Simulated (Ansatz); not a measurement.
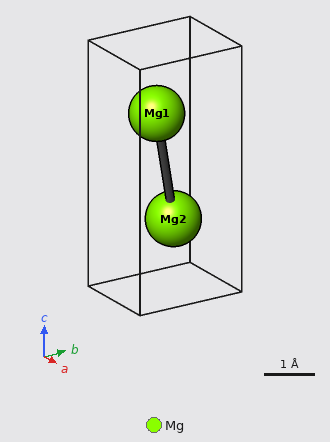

The structure (ball-and-stick view of the cell of the calculation, set on other vectors, seen slightly off an axis; atoms are numbered from 1 in the order of the input). Near neighbours in the crystal (not all of them lie inside the picture): Mg has 12 Mg at 3.15 to 3.19 Å.

# What a change does: single-point calculation on Mg

System: Mg (2 atoms in the cell).
Method of the first run: DFT, r2SCAN, plane waves, PAW, no spin polarisation (Ansatz 0.2.0).

The structure derives from an entry of the Crystallography Open Database. Text and figures count atoms from 1; the logs count them from 0 in places.

## Input, the first run
```yaml
crystal:
  lattice:
    - [-1.5947848106, -2.7622483191, 0.0]
    - [-1.5947848106, 2.7622483191, 0.0]
    - [0.0, 0.0, -5.1169741529]
  atoms:
    - { symbol: Mg, position: [0.3333333333, 0.6666666667, 0.25] }
    - { symbol: Mg, position: [0.6666666667, 0.3333333333, 0.75] }
basis:
  ecutwfc: 500
kpoints:
  mp_grid: { grid: [18, 18, 8] }
hamiltonian:
  xc: r2scan
scf:
  occupations: { method: gaussian, width: 0.1 }
  algorithm: direct_min
output:
  forces: true
  eigenvalues: true
  stress: true
```

Launched with:
```bash
ansatz run input.yaml --threads 2 --pin off --max-ram 5120MiB --backend cpu --events-out ev --progress --plain --runs-dir out
```

Hardware: 2 threads of AMD EPYC (Zen 5), 64 GiB of memory available, shared host.

## Output, shortened to warnings, some set-up lines, iterations and results (the first run)
```
Basis set: ecut = 500 eV, 1117 PW (Γ), exchange–correlation on 96×96×160 points (64 copies of the dense FFT grid, shifted against one another)
Symmetry: 24 space group operations
k-points: 185 of 2592
Initial density: superposition of atomic densities (neutral atoms: chi_scale 0, normalization atom), corrected by the library's trained network
[...]
SCF iter   1: F=—  HF=-3852.807929 eV  |F-HF|=—  |Δ(HF+E_count)|=         —  Δρ=7.41e-3  dr2=8.02e-3  dr2_τ=6.64e-4  ethr=1.77e-3  ⟨swp⟩=11.3  Hψ=14948  notcnv=1
SCF iter   2: F=—  HF=-3852.818581 eV  |F-HF|=—  |Δ(HF+E_count)|=   1.07e-2  Δρ=2.53e-3  dr2=1.18e-3  dr2_τ=2.96e-5  ethr=4.01e-5  ⟨swp⟩=3.1  Hψ=7104  notcnv=0  defer=6
SCF iter   3: F=—  HF=-3852.817015 eV  |F-HF|=—  |Δ(HF+E_count)|=   1.57e-3  Δρ=3.81e-4  dr2=2.28e-5  dr2_τ=3.19e-7  ethr=1.19e-7  ⟨swp⟩=4.0  Hψ=11717  notcnv=0  defer=2
SCF iter   4: F=—  HF=-3852.817001 eV  |F-HF|=—  |Δ(HF+E_count)|=   1.43e-5  Δρ=1.76e-5  dr2=4.90e-8  dr2_τ=1.24e-9  ethr=1.14e-7  ⟨swp⟩=2.0  Hψ=4477  notcnv=0  defer=3
SCF iter   5: F=-3852.817001 eV  HF=-3852.817001 eV  |F-HF|=3.91e-11  |Δ(HF+E_count)|=   3.05e-8  Δρ=7.63e-7  dr2=7.75e-11  dr2_τ=1.86e-11  ethr=2.45e-10  ⟨swp⟩=3.2  Hψ=6378  …
SCF 1 converged in 5 iterations: F = -3852.817001 eV  dr2 = 7.75e-11
  Residual-converged pass: ⟨swp⟩=3.0  Hψ=5187  notcnv=0  max |occ|·‖R‖ = 6.6e-6 eV (tolerance 6.7e-6 eV)  dr2=8.00e-11  dr2_τ=2.01e-11  dr2_onsite=1.47e-10  max |Δocc| = 1.5e-8
SCF converged after 5 iterations
Stability not checked: this state was not tested for a lower state beside it, because a direct minimisation reached the state, and no test of it is asked (direct_minimisation; see scf.lower_state_search)
Free energy (F): -3852.817001 eV
Harris-Foulkes:  -3852.817001 eV  (|F-HF|=3.91e-11)
Internal energy: -3852.813905 eV  (E = F + TS)
E sigma→0 (E₀):  -3852.815453 eV
Entropy (-TS):   -0.003095 eV (-1.548 meV/atom)
Fermi energy:    5.827401 eV
--- Per-component energies (eV) ---
  E_band       = -740.181843
  E_kinetic    = 148.795525
  E_local      = -3229.165490  (includes V_loc(G=0)·N_el)
  E_nonlocal   = 191.727402
  E_hartree    = 1153.400947
  E_xc         = -52.870470
  E_vxc        = -76.745176  (∫ρ·V_xc dr)
  E_paw        = -592.475028  (= ΣΔE_a)
  E_vpaw       = -86.595125  (= ΣTr[D̂ρ^β])
  E_aug_tail   = -0.000003  (compensation charges beyond the density's cutoff)
  E_vtau       = 4.998686  (kinetic-family band-sum trace: ∫τ·v_τ [+ j·A + Jᵃ·Aᵃ] dr)
  E_ewald      = -1472.174372
  E_core_change = -0.052416  (= ΣΔE_core)
  E_smearing   = -0.003095  (= −TS)
  E_closure    = -0.000000  (closes the sum)
  Σ components = -3852.817001   (vs F -3852.817001, Δ=0.00e0)
--- Forces (eV/Å), atoms counted from 1 ---
  atom   1  Mg    -0.00000000     0.00000000     0.00000000
  atom   2  Mg     0.00000000     0.00000000     0.00000000
  max |Σ_I F_I| component: 4.63e-18 eV/Å
--- Stress (GPa, compression-positive) ---
        0.020283       0.000000       0.000000
        0.000000       0.020283       0.000000
        0.000000       0.000000       0.048541
  P = ⅓ Tr σ = 0.0297 GPa (0.297 kbar)
```

The input of the second run differs as follows (lines with − go, lines with + come):
```diff
-    - [-1.5947848106, -2.7622483191, 0.0]
-    - [-1.5947848106, 2.7622483191, 0.0]
-    - [0.0, 0.0, -5.1169741529]
+    - [-1.6046357663, -2.7793106748, 0.0]
+    - [-1.6046357662, 2.7793106748, 0.0]
+    - [0.0, 0.0, -5.21033]
-    - { symbol: Mg, position: [0.6666666667, 0.3333333333, 0.75] }
+    - { symbol: Mg, position: [0.6666666667, 0.3333333335, 0.75] }
-  mp_grid: { grid: [18, 18, 8] }
+  mp_grid: { grid: [6, 6, 4] }
-  algorithm: direct_min
```

How does the second run compare with the first run?

With the same functional and potentials, the second run lies 36.9 meV per atom higher (other lines of the input change too). The pressure goes from 0.03 to −0.98 GPa. The volume per atom goes from 22.54 to 23.24 Å³. The irreducible k-points go from 185 to 21. The plane waves at Γ go from 1117 to 1165.

## Output, shortened to warnings, some set-up lines, iterations and results (the second run)
```
Basis set: ecut = 500 eV, 1165 PW (Γ), exchange–correlation on 96×96×160 points (64 copies of the dense FFT grid, shifted against one another)
Symmetry: 24 space group operations
k-points: 21 of 144
Initial density: superposition of atomic densities (neutral atoms: chi_scale 0, normalization atom), corrected by the library's trained network
[...]
SCF iter   1: F=—  HF=-3852.734966 eV  |F-HF|=—  |Δ(HF+E_count)|=         —  Δρ=7.42e-3  dr2=8.25e-3  dr2_τ=5.88e-4  ethr=1.77e-3  ⟨swp⟩=5.0  Hψ=1597  notcnv=0
SCF iter   2: F=—  HF=-3852.742749 eV  |F-HF|=—  |Δ(HF+E_count)|=   7.78e-3  Δρ=2.39e-3  dr2=1.28e-3  dr2_τ=4.14e-5  ethr=4.13e-5  ⟨swp⟩=2.0  Hψ=756  notcnv=0
SCF iter   3: F=—  HF=-3852.743256 eV  |F-HF|=—  |Δ(HF+E_count)|=   5.07e-4  Δρ=4.43e-4  dr2=7.68e-5  dr2_τ=1.68e-6  ethr=6.40e-6  ⟨swp⟩=2.0  Hψ=507  notcnv=0
SCF iter   4: F=—  HF=-3852.743289 eV  |F-HF|=—  |Δ(HF+E_count)|=   3.36e-5  Δρ=2.73e-5  dr2=3.15e-7  dr2_τ=8.60e-9  ethr=3.84e-7  ⟨swp⟩=1.5  Hψ=400  notcnv=0
SCF iter   5: F=-3852.743290 eV  HF=-3852.743290 eV  |F-HF|=7.45e-9  |Δ(HF+E_count)|=   3.82e-7  Δρ=3.94e-6  dr2=2.71e-9  dr2_τ=6.28e-10  ethr=1.58e-9  ⟨swp⟩=2.3  Hψ=477  …
SCF iter   6: F=-3852.743290 eV  HF=-3852.743290 eV  |F-HF|=5.55e-11  |Δ(HF+E_count)|=   8.44e-9  Δρ=5.97e-7  dr2=1.18e-10  dr2_τ=5.38e-12  ethr=1.35e-11  ⟨swp⟩=1.8  Hψ=911  …
SCF 1 converged in 6 iterations: F = -3852.743290 eV  dr2 = 1.18e-10
SCF converged after 6 iterations
Free energy (F): -3852.743290 eV
Harris-Foulkes:  -3852.743290 eV  (|F-HF|=5.55e-11)
Internal energy: -3852.737032 eV  (E = F + TS)
E sigma→0 (E₀):  -3852.740161 eV
Entropy (-TS):   -0.006258 eV (-3.129 meV/atom)
Fermi energy:    5.383575 eV
--- Per-component energies (eV) ---
  E_band       = -745.697352
  E_kinetic    = 148.446668
  E_local      = -3252.909598  (includes V_loc(G=0)·N_el)
  E_nonlocal   = 191.729329
  E_hartree    = 1162.700030
  E_xc         = -52.601941
  E_vxc        = -76.391594  (∫ρ·V_xc dr)
  E_paw        = -592.651414  (= ΣΔE_a)
  E_vpaw       = -86.972714  (= ΣTr[D̂ρ^β])
  E_aug_tail   = -0.000003  (compensation charges beyond the density's cutoff)
  E_vtau       = 5.000872  (kinetic-family band-sum trace: ∫τ·v_τ [+ j·A + Jᵃ·Aᵃ] dr)
  E_ewald      = -1457.397688
  E_core_change = -0.052416  (= ΣΔE_core)
  E_smearing   = -0.006258  (= −TS)
  E_closure    = -0.000000  (closes the sum)
  Σ components = -3852.743290   (vs F -3852.743290, Δ=0.00e0)
--- Forces (eV/Å), atoms counted from 1 ---
  atom   1  Mg    -0.00000000     0.00000000     0.00000000
  atom   2  Mg     0.00000000    -0.00000000     0.00000000
  max |Σ_I F_I| component: 4.63e-18 eV/Å
--- Stress (GPa, compression-positive) ---
       -1.236391       0.000000       0.000000
        0.000000      -1.236391       0.000000
        0.000000       0.000000      -0.452523
  P = ⅓ Tr σ = -0.9751 GPa (-9.751 kbar)
```

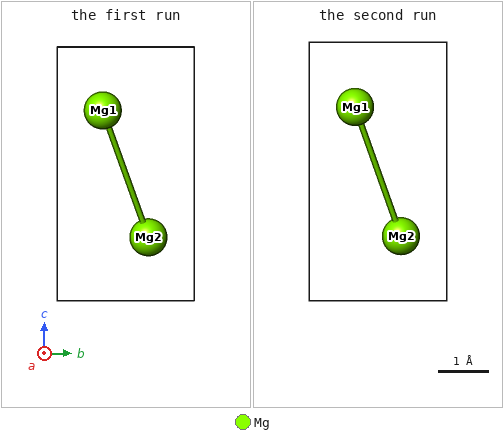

The two input geometries at one scale (ball-and-stick view of the cell of the calculation, set on other vectors, along the a axis). No atom moves by more than 0.005 Å relative to the cell. The drawn cell changes as follows: a = b 3.190 → 3.209 Å (+0.6 %), c 5.117 → 5.210 Å (+1.8 %); the volume changes by +3.1 %. Among the contacts that change: Mg1–Mg2 3.152 → 3.197 Å, Mg1–Mg1 3.190 → 3.209 Å.

## The two runs side by side

```csv
quantity,the first run,the second run
outcome,converged,converged
free energy per atom (eV),−1926.4085,−1926.3716
"energy per atom, smearing taken to zero (eV)",−1926.4077,−1926.3701
gap on the mesh (eV),0.00,0.00
pressure (GPa),0.03,−0.98
volume per atom (Å³),22.54,23.24
largest force (eV/Å),0.000,0.000
irreducible k-points,185,21
plane waves at Γ,1117,1165
SCF iterations,–,6
```
